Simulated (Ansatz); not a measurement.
Convergence test: the smearing width is varied and all else is held.
Sn (I4/mmm, 1 atom in the cell); DFT PBEsol, scalar-relativistic, plane waves, PAW in Ansatz; cutoff 420 eV, 9×9×9 k-mesh, Gaussian smearing.
ΔE is the free energy less its value at the smallest setting, 0.01 eV.
Dashed lines or grey bands mark the tolerance: 1 meV/atom and 0.1 GPa.
On logarithmic panels, open markers lie below the reference value and filled ones above.
Values: 0.4 eV, 0.2 eV, 0.1 eV, 0.05 eV and 0.01 eV.

### How do the results converge (to 1 meV/atom and 0.1 GPa)?

The free energy is within 1 meV/atom of the smallest setting's value from 0.05 eV down. It is off by 26 meV/atom at 0.4 eV, 6.3 meV/atom at 0.2 eV and 1.8 meV/atom at 0.1 eV (always below it). The pressure is within 0.1 GPa of the smallest setting's value at every setting shown, 0.4 eV included. The largest deviation is 0.05 GPa. The free energy falls with the width because it holds the −TS term of the fractional occupations.

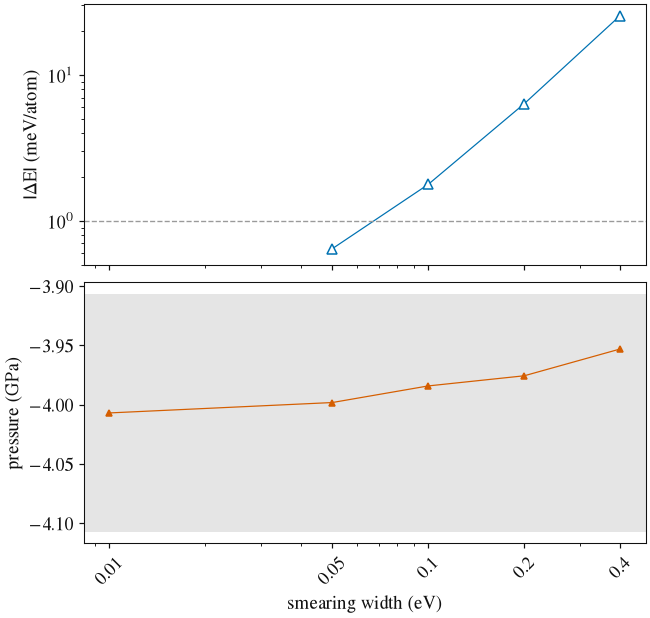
